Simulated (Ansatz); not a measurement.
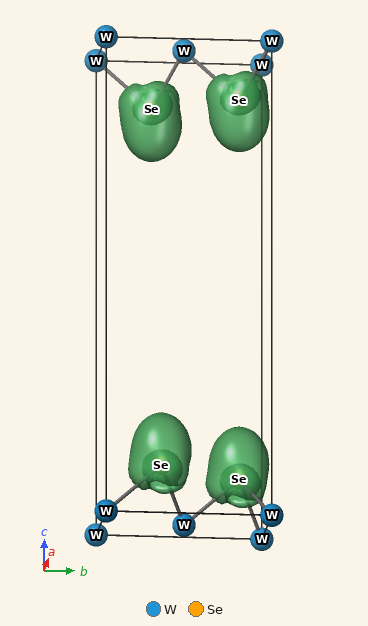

WSe2. Isosurface of the ELF at 0.7 (green), seen at an oblique angle. Core shells and regions of very low density are left out. Sticks mark near contacts.

Space group C2; a structure from a database of computed crystals, not necessarily the ambient phase; not relaxed (largest force 0.4 eV/Å); PAW files of the earlier set (soft_1).

These are results of DFT PBEsol, scalar-relativistic, plane waves, PAW (Ansatz), not measurements.

```cif
data_structure
_symmetry_space_group_name_H-M 'P 1'
_symmetry_Int_Tables_number 1
_cell_length_a 3.2702
_cell_length_b 5.6642
_cell_length_c 16.6611
_cell_angle_alpha 90.000
_cell_angle_beta 90.000
_cell_angle_gamma 90.000
_cell_volume 308.62
loop_
_atom_site_label
_atom_site_type_symbol
_atom_site_fract_x
_atom_site_fract_y
_atom_site_fract_z
_atom_site_occupancy
W1 W 0.00000 0.00000 0.00000 1
W2 W 0.50000 0.50000 0.00000 1
Se1 Se 0.98664 0.33333 0.10040 1
Se2 Se 0.48664 0.83333 0.10040 1
Se3 Se 0.01336 0.33333 0.89960 1
Se4 Se 0.51336 0.83333 0.89960 1
```

Q: Identify the bonds, lone pairs and shells in this picture.

A: At this value the surface marks out four regions wrapped around Se (the valence shell of each), counted in one cell of 6 atoms. Regions shared between cells count once.

Values along the shortest contacts:
W–Se (2.49 Å): the ELF is about 0.55 at the midpoint. W–Se (2.55 Å): the ELF is about 0.50 at the midpoint.

Q: Metal or insulator at this level of theory?

A: It is gapped, with a Kohn–Sham gap of 1.7 eV on the k-point mesh (the band edges may lie off the mesh, which would make the gap smaller).
